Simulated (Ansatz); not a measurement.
System: Ag, space group Im-3m (No. 229).

The given structure:
```
CELL_PARAMETERS angstrom
3.26854 0.00000 0.00000
0.00000 3.26854 0.00000
0.00000 0.00000 3.26854
ATOMIC_POSITIONS crystal
Ag 0.00000 0.00000 0.00000
Ag 0.50000 0.50000 0.50000
```

One of the inputs:
```
crystal:
  lattice:
    - [3.2685352961, 0.0, 0.0]
    - [0.0, 3.2685352961, 0.0]
    - [0.0, 0.0, 3.2685352961]
  atoms:
    - { symbol: Ag, position: [0.0, 0.0, 0.0] }
    - { symbol: Ag, position: [0.5, 0.5, 0.5] }
basis:
  ecutwfc: 500
kpoints:
  mp_grid: { grid: [16, 16, 16] }
hamiltonian:
  xc: r2scan
scf:
  occupations: { method: gaussian, width: 0.1 }
output:
  forces: true
  stress: true
  eigenvalues: true
```

Launched with:
```bash
ansatz run input.yaml --threads 1 --pin off --max-ram 2560MiB --backend cpu --events-out ev --progress --plain --runs-dir out
```

How it was computed, with Ansatz 0.2.0: energy, stress and cell of a relaxed crystal along a series of strains, atoms and what the cell freedom names relaxed within the symmetry; plane waves with PAW datasets, Γ-centred k mesh; energies extrapolated to zero smearing. Level: r2SCAN, no spin polarisation.

wave cutoff 500 eV; k mesh 16×16×16; occupations Gaussian; smearing width 0.1 eV; strain kind isotropic; cell freedom cell held, all vectors scaled.

What does the calculation give for the energy change against strain? The strain takes the values −4.5, −3.0, −1.5, 0.0, 1.5, 3.0, 4.5 %.

The energy rises on both sides of the starting structure, which is therefore a minimum along this path. The energy change is 119 meV/atom at strain −4.5 % and 84 meV/atom at 4.5 %; the lowest computed point is at strain 0.0 % (0 meV/atom). The solid is metallic at every point.

| strain (%) | energy change (meV/atom) |
| --- | --- |
| −4.5 | 119 |
| −3.0 | 49 |
| −1.5 | 11 |
| 0.0 | 0 |
| 1.5 | 11 |
| 3.0 | 40 |
| 4.5 | 84 |

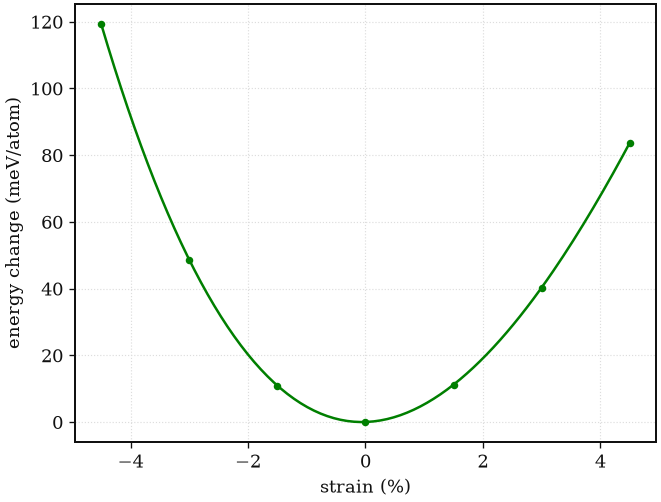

Caveats: given cell holds a small stress on this mesh.
